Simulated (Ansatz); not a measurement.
# Geometry relaxation, with input and output: B31HN32 (charge −1) (part 3 of 3)

Continued. System: B31HN32 (defect cell, 64 atoms in the cell, total charge −1). Method: DFT PBE+D3(BJ), scalar-relativistic, plane waves, PAW, spin-polarised (Ansatz 0.2.0); cutoff 420 eV, 2×2×2 k-mesh, Gaussian smearing of 0.01 eV, collinear spins. The structure derives from an entry of the Crystallography Open Database.

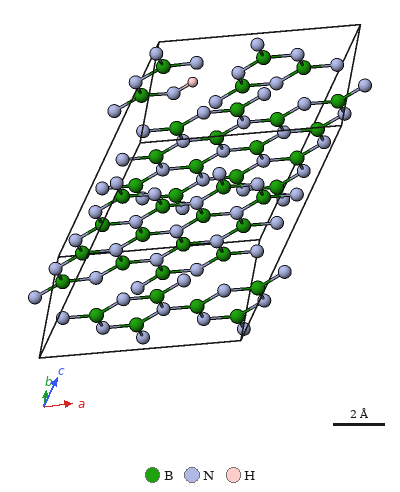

Figure 1. The geometry at step 2 of the log (ball-and-stick view of the cell of the calculation, seen at an oblique angle; bonded neighbours outside the cell are drawn too).

**Output, continued**
```
--- Relaxed structure (2 steps of the walk, 2 accepted, 0 SCFs on fresh bases) ---
  F+E_penalty+E_count = -17213.44231839 eV   max|allowed force component| = 1.052e-2 eV/Å
  atoms:
    - { symbol: B, position: [0.28924884390000005, 0.12718343630000004, 0.6229755003] }
    - { symbol: B, position: [0.5382191825, -0.003080447599999925, 0.7531382882] }
    - { symbol: B, position: [0.2911543265, 0.375474429, 0.3745891565000001] }
    - { symbol: B, position: [0.7924878135000003, 0.8747144753, 0.8753634381] }
    - { symbol: B, position: [0.5399305662000001, 0.24869902800000002, 0.5013801141] }
    - { symbol: B, position: [0.7892313687000001, 0.1250796971000001, 0.6249885303] }
    - { symbol: B, position: [0.0392423435, 0.0027958288000000664, 0.7473661509] }
    - { symbol: B, position: [0.2929626947000002, 0.625337542, 0.12469110599999994] }
    - { symbol: B, position: [0.5420977183, 0.4989618847, 0.2511004298999999] }
    - { symbol: B, position: [0.7909529033, 0.37470639930000005, 0.3753633418000001] }
    - { symbol: B, position: [0.04011053640000012, 0.2510925465, 0.4989853624] }
    - { symbol: B, position: [0.5421727153, 0.7488154057999998, 0.0012182533000000273] }
    - { symbol: B, position: [0.7933149641000004, 0.6245899133, 0.12548237450000002] }
    - { symbol: B, position: [0.04211329000000008, 0.5004786013, 0.24958217940000002] }
    - { symbol: B, position: [0.04610303099999996, 0.7515355705, -0.0014755963999999455] }
    - { symbol: B, position: [0.45786294299999986, 0.7509814611, 0.5013226766] }
    - { symbol: B, position: [0.4591905671000001, -0.000422580599999986, 0.24972453149999996] }
    - { symbol: B, position: [0.7088536198000002, 0.8750801207, 0.3751292637] }
    - { symbol: B, position: [0.4589891237, 0.24991850789999998, -0.0001583261999999891] }
    - { symbol: B, position: [0.9586947630000002, 0.7502123314, 0.5001338763999998] }
    - { symbol: B, position: [0.7095847038, 0.1243417028, 0.1244442658] }
    - { symbol: B, position: [0.9606873911, -0.0015518313000000006, 0.248260629] }
    - { symbol: B, position: [0.20935515770000013, 0.8745206576, 0.3745762282] }
    - { symbol: B, position: [0.45733985600000004, 0.5017979098, 0.7516074399000001] }
    - { symbol: B, position: [0.7083965928000001, 0.37548017830000013, 0.8755353939000001] }
    - { symbol: B, position: [0.9601106091000001, 0.24873521719999997, -0.0009248820000000019] }
    - { symbol: B, position: [0.21042689640000006, 0.1232908298, 0.1233715383] }
    - { symbol: B, position: [0.7070303021, 0.6266867176000002, 0.6267659493] }
    - { symbol: B, position: [0.9584362107000001, 0.500334039, 0.7504781107] }
    - { symbol: B, position: [0.20900613830000003, 0.37493070740000006, 0.8749773098] }
    - { symbol: B, position: [0.20831119780000007, 0.6256170445, 0.6257162478] }
    - { symbol: N, position: [0.5414133398, 0.6258282372, 0.6258285754] }
    - { symbol: N, position: [0.5420435951, 0.8752055132000001, 0.37522898650000003] }
    - { symbol: N, position: [0.7917859487, 0.7504495549, 0.5004627001] }
    - { symbol: N, position: [0.5425167351999999, 0.1246730464, 0.1247462323] }
    - { symbol: N, position: [0.04187915880000004, 0.6253138550999999, 0.6253817084] }
    - { symbol: N, position: [0.7927977356999999, -0.0005636259000000171, 0.2494645519] }
    - { symbol: N, position: [0.042697021200000185, 0.8745120165, 0.37462745050000007] }
    - { symbol: N, position: [0.29187448520000014, 0.7503108786999999, 0.500422651] }
    - { symbol: N, position: [0.5417864797000002, 0.375423139, 0.8755377445000001] }
    - { symbol: N, position: [0.7925423107, 0.24964155419999998, -0.00024402860000000137] }
    - { symbol: N, position: [0.043008394900000024, 0.12423189760000002, 0.1242363787] }
    - { symbol: N, position: [0.2927793751000001, -0.0006046196999999753, 0.2495375044] }
    - { symbol: N, position: [0.7916596473000002, 0.5005169473000001, 0.7506555566] }
    - { symbol: N, position: [0.04241479360000011, 0.37483733470000014, 0.8748578092] }
    - { symbol: N, position: [0.2926432319999999, 0.2495924698, -0.0003927222999999952] }
    - { symbol: N, position: [0.29164118100000025, 0.5005962824999999, 0.7506185474] }
    - { symbol: N, position: [0.20121479020000005, 0.009497154500000105, 0.7408000336] }
    - { symbol: N, position: [0.20662246399999995, 0.25233326860000005, 0.4977480511] }
    - { symbol: N, position: [0.45664252899999996, 0.12455583010000004, 0.6255472391] }
    - { symbol: N, position: [0.2083749528, 0.4989564496, 0.25108803380000005] }
    - { symbol: N, position: [0.7078914782, -0.00038765940000001775, 0.7504615678] }
    - { symbol: N, position: [0.45799233120000005, 0.3741050599, 0.3759718758] }
    - { symbol: N, position: [0.7066501536, 0.2500948958, 0.4999655733] }
    - { symbol: N, position: [0.9549400877999998, 0.1272516, 0.6228312544] }
    - { symbol: N, position: [0.2080007748, 0.7427330994, 0.00728067110000008] }
    - { symbol: N, position: [0.46028248889999995, 0.6223618782, 0.1276711654] }
    - { symbol: N, position: [0.7090018417000001, 0.49940319869999994, 0.25067382560000007] }
    - { symbol: N, position: [0.9573200423999999, 0.3756997968, 0.3743698272] }
    - { symbol: N, position: [0.4665997193000002, 0.8710898834, 0.8789257667000001] }
    - { symbol: N, position: [0.7109006709000001, 0.7487425941, 0.001316834200000061] }
    - { symbol: N, position: [0.9593793395000001, 0.6249605274, 0.12511051180000002] }
    - { symbol: N, position: [0.9588039450000001, 0.8759963331, 0.8741110454000001] }
    - { symbol: H, position: [0.26018486910000027, 0.9204710225000001, 0.8298171574] }
--- Löwdin populations: 64 sites ---
  site symbol       q [e]    m [muB]
     0      B      2.6358     0.0018
     1      B      2.6639    -0.0096
     2      B      2.6298     0.0008
     3      B      2.6321    -0.0030
     4      B      2.6297    -0.0007
     5      B      2.6299     0.0024
     6      B      2.6358     0.0013
     7      B      2.6563    -0.0198
     8      B      2.6320    -0.0016
     9      B      2.6245    -0.0003
    10      B      2.6235     0.0003
    11      B      2.6569    -0.0197
    12      B      2.6305     0.0031
    13      B      2.6270    -0.0022
    14      B      2.6625    -0.0096
    15      B      2.6021    -0.0001
    16      B      2.6083    -0.0000
    17      B      2.6070    -0.0000
    18      B      2.6075    -0.0000
    19      B      2.6075    -0.0000
    20      B      2.6084    -0.0001
    21      B      2.5987    -0.0000
    22      B      2.6066    -0.0001
    23      B      2.5986    -0.0000
    24      B      2.6066    -0.0001
    25      B      2.6021    -0.0001
    26      B      2.5985    -0.0000
    27      B      2.5985    -0.0000
    28      B      2.6084    -0.0000
    29      B      2.6070    -0.0000
    30      B      2.6084    -0.0001
    31      N      5.3395    -0.0003
    32      N      5.3426    -0.0000
    33      N      5.3421    -0.0002
    34      N      5.3433    -0.0000
    35      N      5.3433    -0.0000
    36      N      5.3422    -0.0001
    37      N      5.3419    -0.0001
    38      N      5.3426    -0.0000
    39      N      5.3419    -0.0001
    40      N      5.3426    -0.0000
    41      N      5.3395    -0.0003
    42      N      5.3419    -0.0002
    43      N      5.3419    -0.0002
    44      N      5.3426    -0.0000
    45      N      5.3421    -0.0002
    46      N      5.3422    -0.0001
    47      N      5.4466    -0.0042
    48      N      5.3481     0.0019
    49      N      5.3560     0.0061
    50      N      5.3450     0.0256
    51      N      5.3488     0.0269
    52      N      5.3517     0.0011
    53      N      5.3498     0.0001
    54      N      5.3484     0.0017
    55      N      5.3661     0.4574
    56      N      5.3523     0.0169
    57      N      5.3492     0.0024
    58      N      5.3464     0.0014
    59      N      5.3666     0.4589
    60      N      5.3474     0.0253
    61      N      5.3450     0.0281
    62      N      5.3548     0.0073
    63      H      0.6894    -0.0052
  spilling = 0.007339 (of n_electrons = 255.000000)
```

**Trajectory as extended XYZ (Å, eV, eV/Å), 2 frames, from step=1 to step=2**
```
64
Lattice="0.0000 8.6825 0.0000 5.0129 4.3413 -6.6141 -5.0129 4.3413 -6.6141" Properties=species:S:1:pos:R:3:forces:R:3 step=1 energy=-17213.44232
B    -2.4853    5.7680   -4.9616   -0.0073  -0.0037   0.0000
B    -3.7908    7.9293   -4.9610    0.0004  -0.0032  -0.0005
B     0.0044    5.7842   -4.9610    0.0013  -0.0014   0.0000
B    -0.0033   14.4783  -11.5752   -0.0014   0.0009   0.0001
B    -1.2667    7.9442   -4.9611    0.0000   0.0012   0.0001
B    -2.5060   10.1087   -4.9610    0.0024  -0.0005  -0.0001
B    -3.7324    3.5974   -4.9617   -0.0032   0.0104   0.0001
B     2.5097    5.7997   -4.9608    0.0029  -0.0011   0.0001
B     1.2425    7.9630   -4.9610   -0.0005  -0.0002   0.0000
B    -0.0033   10.1237   -4.9611   -0.0006   0.0009   0.0001
B    -1.2427    3.6045   -4.9611    0.0011   0.0009  -0.0001
B     3.7476    7.9635   -4.9608   -0.0036  -0.0046   0.0001
B     2.5020   10.1442   -4.9611   -0.0002  -0.0011   0.0001
B     1.2577    3.6219   -4.9610   -0.0011   0.0009   0.0001
B     3.7747    3.6565   -4.9610   -0.0001   0.0040  -0.0004
B     1.2515    9.4120   -8.2829    0.0007  -0.0004   0.0025
B    -1.2539    5.0692   -1.6489   -0.0003   0.0003   0.0006
B     2.5062   11.5821   -8.2690    0.0000  -0.0001  -0.0004
B     1.2536    5.0695   -1.6519   -0.0001   0.0000   0.0005
B     1.2536   13.7520   -8.2699   -0.0001   0.0001  -0.0006
B    -0.0005    7.2410   -1.6455    0.0001   0.0006   0.0003
B    -1.2523    9.4122   -1.6318    0.0002   0.0000  -0.0011
B     2.5061    7.2404   -8.2617   -0.0002   0.0002  -0.0003
B    -1.2523    9.4122   -8.2902   -0.0001  -0.0001   0.0009
B    -2.5067   11.5816   -8.2744   -0.0002   0.0002   0.0002
B     1.2515    9.4120   -1.6390    0.0004  -0.0004  -0.0032
B    -0.0004    2.8979   -1.6315   -0.0001   0.0000  -0.0007
B    -0.0004   11.5804   -8.2905   -0.0001   0.0004   0.0006
B    -1.2539   13.7517   -8.2730   -0.0003   0.0002  -0.0009
B    -2.5067    7.2409   -8.2670   -0.0001  -0.0003   0.0003
B    -0.0005    7.2410   -8.2765    0.0000   0.0005  -0.0005
N     0.0000   10.1346   -8.2786    0.0000  -0.0002  -0.0008
N     2.5063   10.1348   -8.2705   -0.0009  -0.0005  -0.0013
N     1.2531   12.3052   -8.2737   -0.0005  -0.0008  -0.0010
N    -0.0004    5.7932   -1.6497    0.0004   0.0001  -0.0009
N    -0.0003    5.7932   -8.2723   -0.0002  -0.0001   0.0009
N    -1.2534    7.9640   -1.6463    0.0008   0.0004   0.0018
N     2.5058    5.7936   -8.2620    0.0002  -0.0004   0.0010
N     1.2527    7.9640   -8.2725   -0.0004   0.0010  -0.0014
N    -2.5070   10.1348   -8.2740    0.0001  -0.0003  -0.0012
N     1.2526    7.9640   -1.6495   -0.0002   0.0009   0.0016
N     0.0000    1.4521   -1.6434    0.0006  -0.0003   0.0013
N    -1.2539    3.6227   -1.6465    0.0007  -0.0002   0.0007
N    -1.2539   12.3053   -8.2754    0.0002  -0.0001  -0.0008
N    -2.5065    5.7935   -8.2656   -0.0010  -0.0005   0.0015
N     1.2531    3.6227   -1.6482   -0.0001  -0.0009   0.0011
N    -1.2533    7.9640   -8.2757    0.0001   0.0005  -0.0019
N    -3.6659    5.0043   -4.9626   -0.0098   0.0102   0.0006
N    -1.2302    5.0503   -4.9611    0.0000  -0.0016  -0.0001
N    -2.5114    7.2212   -4.9613   -0.0004  -0.0006   0.0003
N     1.2425    5.0654   -4.9609   -0.0012  -0.0015  -0.0001
N    -3.7639    9.4025   -4.9611   -0.0027  -0.0016   0.0003
N    -0.0094    7.2328   -4.9611    0.0015  -0.0003   0.0002
N    -1.2526    9.3917   -4.9610    0.0009  -0.0003  -0.0001
N    -2.4843   11.5476   -4.9611    0.0005   0.0012  -0.0001
N     3.6867    5.0620   -4.9607    0.0036   0.0005  -0.0001
N     2.4798    7.2525   -4.9608    0.0022   0.0001  -0.0001
N     1.2468    9.4122   -4.9611   -0.0011  -0.0008   0.0002
N     0.0067   11.5682   -4.9611    0.0003  -0.0012   0.0002
N    -0.0393   11.6485  -11.5748    0.0037   0.0020   0.0000
N     3.7467    9.4286   -4.9610    0.0035   0.0009  -0.0001
N     2.5057   11.5861   -4.9611    0.0003  -0.0001   0.0003
N     0.0095   15.9225  -11.5754   -0.0017  -0.0008   0.0002
H     0.4544    9.8575  -11.5766    0.0112  -0.0092   0.0001
64
Lattice="0.0000 8.6825 0.0000 5.0129 4.3413 -6.6141 -5.0129 4.3413 -6.6141" Properties=species:S:1:pos:R:3:forces:R:3 step=2 energy=-17213.44232
B    -2.4853    5.7680   -4.9616   -0.0070  -0.0034   0.0000
B    -3.7908    7.9293   -4.9610    0.0007  -0.0028  -0.0005
B     0.0044    5.7842   -4.9610    0.0015  -0.0017   0.0000
B    -0.0033   14.4783  -11.5752   -0.0013   0.0009   0.0001
B    -1.2667    7.9442   -4.9611   -0.0002   0.0011   0.0001
B    -2.5060   10.1087   -4.9610    0.0021  -0.0006  -0.0001
B    -3.7324    3.5974   -4.9617   -0.0033   0.0100   0.0001
B     2.5097    5.7997   -4.9608    0.0019  -0.0006   0.0001
B     1.2425    7.9630   -4.9610   -0.0002  -0.0003   0.0000
B    -0.0033   10.1237   -4.9611   -0.0006   0.0009   0.0001
B    -1.2427    3.6045   -4.9611    0.0011   0.0009  -0.0001
B     3.7476    7.9635   -4.9608   -0.0041  -0.0042   0.0001
B     2.5020   10.1442   -4.9611    0.0000  -0.0008   0.0001
B     1.2577    3.6219   -4.9610   -0.0009   0.0010   0.0001
B     3.7747    3.6565   -4.9610   -0.0002   0.0031  -0.0004
B     1.2515    9.4120   -8.2829    0.0006  -0.0003   0.0025
B    -1.2539    5.0692   -1.6489   -0.0004   0.0002   0.0006
B     2.5062   11.5821   -8.2690    0.0000  -0.0001  -0.0004
B     1.2536    5.0695   -1.6519    0.0000   0.0000   0.0005
B     1.2536   13.7520   -8.2699   -0.0001   0.0001  -0.0006
B    -0.0005    7.2410   -1.6455    0.0001   0.0007   0.0003
B    -1.2523    9.4122   -1.6318    0.0002   0.0001  -0.0011
B     2.5061    7.2404   -8.2617   -0.0002   0.0002  -0.0003
B    -1.2523    9.4122   -8.2902    0.0000  -0.0001   0.0009
B    -2.5067   11.5816   -8.2744   -0.0002   0.0002   0.0002
B     1.2515    9.4120   -1.6390    0.0003  -0.0003  -0.0031
B    -0.0004    2.8979   -1.6315   -0.0001  -0.0001  -0.0007
B    -0.0004   11.5804   -8.2905   -0.0001   0.0003   0.0005
B    -1.2539   13.7517   -8.2730   -0.0004   0.0002  -0.0009
B    -2.5067    7.2409   -8.2670   -0.0001  -0.0003   0.0003
B    -0.0005    7.2410   -8.2765    0.0000   0.0005  -0.0005
N     0.0000   10.1346   -8.2786    0.0000  -0.0001  -0.0007
N     2.5063   10.1348   -8.2705   -0.0008  -0.0005  -0.0013
N     1.2531   12.3052   -8.2737   -0.0004  -0.0008  -0.0010
N    -0.0004    5.7932   -1.6497    0.0004   0.0000  -0.0009
N    -0.0003    5.7932   -8.2723   -0.0001  -0.0001   0.0009
N    -1.2534    7.9640   -1.6463    0.0008   0.0004   0.0018
N     2.5058    5.7936   -8.2620    0.0001  -0.0004   0.0009
N     1.2527    7.9640   -8.2725   -0.0004   0.0009  -0.0014
N    -2.5070   10.1348   -8.2740    0.0001  -0.0003  -0.0012
N     1.2526    7.9640   -1.6495   -0.0002   0.0009   0.0016
N     0.0000    1.4521   -1.6434    0.0006  -0.0002   0.0013
N    -1.2539    3.6227   -1.6465    0.0007  -0.0002   0.0007
N    -1.2539   12.3053   -8.2754    0.0002  -0.0001  -0.0008
N    -2.5065    5.7935   -8.2656   -0.0010  -0.0005   0.0015
N     1.2531    3.6227   -1.6482   -0.0001  -0.0009   0.0010
N    -1.2533    7.9640   -8.2757    0.0001   0.0004  -0.0019
N    -3.6659    5.0043   -4.9626   -0.0095   0.0100   0.0006
N    -1.2302    5.0503   -4.9611    0.0001  -0.0016  -0.0001
N    -2.5114    7.2212   -4.9613   -0.0003  -0.0004   0.0003
N     1.2425    5.0654   -4.9609   -0.0012  -0.0015  -0.0001
N    -3.7639    9.4025   -4.9611   -0.0026  -0.0016   0.0003
N    -0.0094    7.2328   -4.9611    0.0015  -0.0003   0.0002
N    -1.2526    9.3917   -4.9610    0.0008  -0.0004  -0.0001
N    -2.4843   11.5476   -4.9611    0.0005   0.0011  -0.0001
N     3.6867    5.0620   -4.9607    0.0038   0.0006  -0.0001
N     2.4798    7.2525   -4.9608    0.0020   0.0002  -0.0001
N     1.2468    9.4122   -4.9611   -0.0011  -0.0008   0.0002
N     0.0067   11.5682   -4.9611    0.0003  -0.0012   0.0002
N    -0.0393   11.6485  -11.5748    0.0037   0.0017   0.0000
N     3.7467    9.4286   -4.9610    0.0034   0.0010  -0.0001
N     2.5057   11.5861   -4.9611    0.0003  -0.0002   0.0003
N     0.0095   15.9225  -11.5754   -0.0017  -0.0011   0.0002
H     0.4544    9.8575  -11.5766    0.0105  -0.0088   0.0001
```

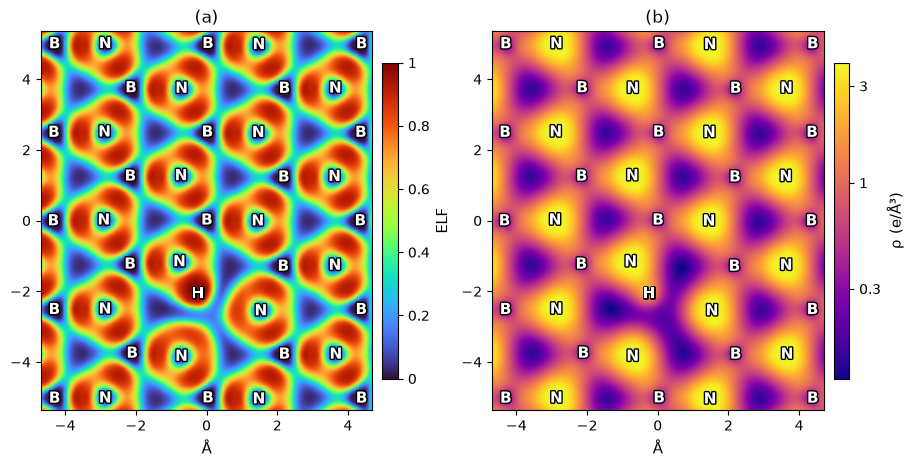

Figure 2. (a) electron localisation function; (b) valence pseudo-density on the (011) plane of the calculation cell. B–N (1.43 Å): the density is about 1.9 e/Å³ at the midpoint; the ELF peaks at about 0.90 between the atoms (a polar covalent bond). B–N (1.47 Å): the density is about 1.7 e/Å³ at the midpoint; the ELF peaks at about 0.95 between the atoms, which marks a shared but strongly polarised pair. Away from the nuclei the density in this plane falls to 0.11 e/Å³ at its lowest. The fields are those of the smooth PAW valence density.

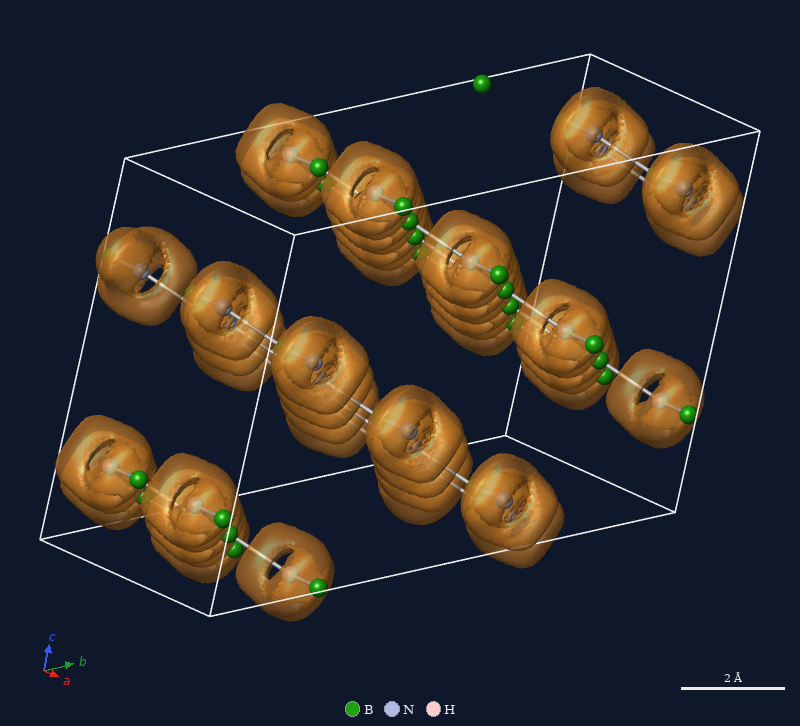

Figure 3. Isosurface of the ELF at 0.75 (orange), seen slightly off an axis. Core shells and regions of very low density are left out. Sticks mark near contacts. The outline is the calculation cell. Values along the shortest contacts:

**Key numbers**

```tsv
quantity	value
outcome	converged
electrons treated	255
free energy	−17213.4423 eV
Fermi energy	5.792 eV
gap on the k-point mesh	1.07 eV
net moment of the cell	1.00 μB
integrated absolute moment	1.13 μB
final volume	575.75 Å³
largest force (length of the vector) at the end	0.014 eV/Å
wall time	97 s (CPU time 6.1 min)
peak memory	3.2 GiB
```

**Notes**

The cell is charged and computed with a neutralising background, so its energy and pressure depend on the cell and aren't those of a real crystal.
